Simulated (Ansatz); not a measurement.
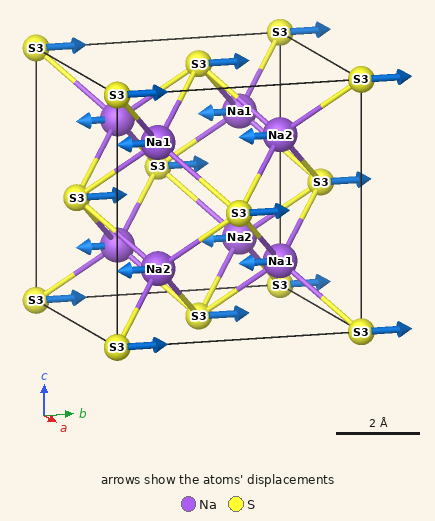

One vibrational mode of a crystal of Na$_{2}$S relaxed at 2 GPa at the zone centre. The blue arrows give the relative displacements of the atoms. Style: ball-and-stick. Shown: the conventional cell (4 times the calculation's cell), from a free direction. Lengths and directions refer to the drawn axes.

Method: Ansatz 0.2.0, DFT LDA, scalar-relativistic, plane waves, PAW. Set-up: plane-wave cutoff 420 eV; k-point mesh 8 × 8 × 8; occupations fixed; target pressure 2 GPa; no spin polarisation.

Frequencies are those without the non-analytic (LO–TO) term.

Question: What mode is this, and where does it lie in the spectrum?

Answer: This is the T₁u mode (triply degenerate; one member of the set is drawn) at 7.29 THz, the highest optical level, infrared-active by symmetry. The S sublattice moves against the Na sublattice, along b; the kinetic energy is shared as S 59 %, Na 41 %. Its infrared intensity is 12 (D/Å)²/amu for the set. The value is the transverse one; the longitudinal partner lies at 315 cm⁻¹.
